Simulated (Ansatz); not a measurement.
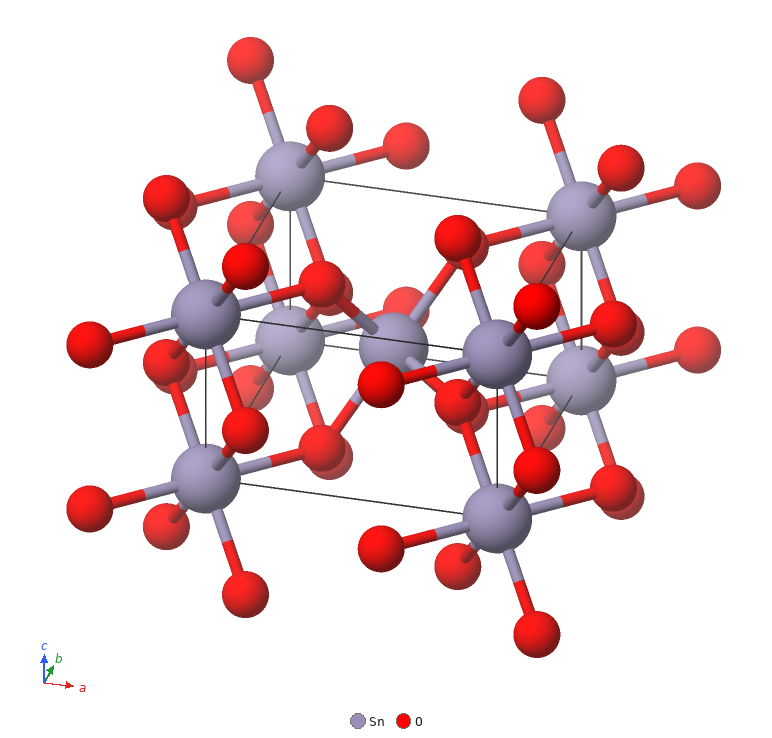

This ball-and-stick model is shown from a general direction. Atoms at the boundary of the conventional unit cell (the box) are drawn once for each face, edge or corner they touch. A few atoms beyond the faces are included.

SnO$_{2}$, space group P4_2/mnm (No. 136), a = 5.06 Å, b = 5.06 Å, c = 3.11 Å, α = 90.00°, β = 90.00°, γ = 90.00°.

Calculation details: Ansatz, DFT PBEsol, scalar-relativistic, plane waves, PAW; E_cut = 420 eV, 6×6×8 k-mesh, Gaussian smearing of 0.02 eV, no spin polarisation.

> What does the calculation say: metal or gapped?

A semiconductor at this level, with a gap of 0.57 eV.

> Would the cell expand or shrink if it could?

The computed pressure is -8.6 GPa (stretched: it would shrink). The stress isn't hydrostatic: its largest component is 12.9 GPa.

The starting point was a structure listed in the Materials Project. The cell was then strained or its atoms displaced on purpose. An electronic-structure calculation with Ansatz was run on it.

At this level of theory the cell isn't at rest (stretched, at -9 GPa), so its distances can differ from those at equilibrium, the more so the softer the solid.
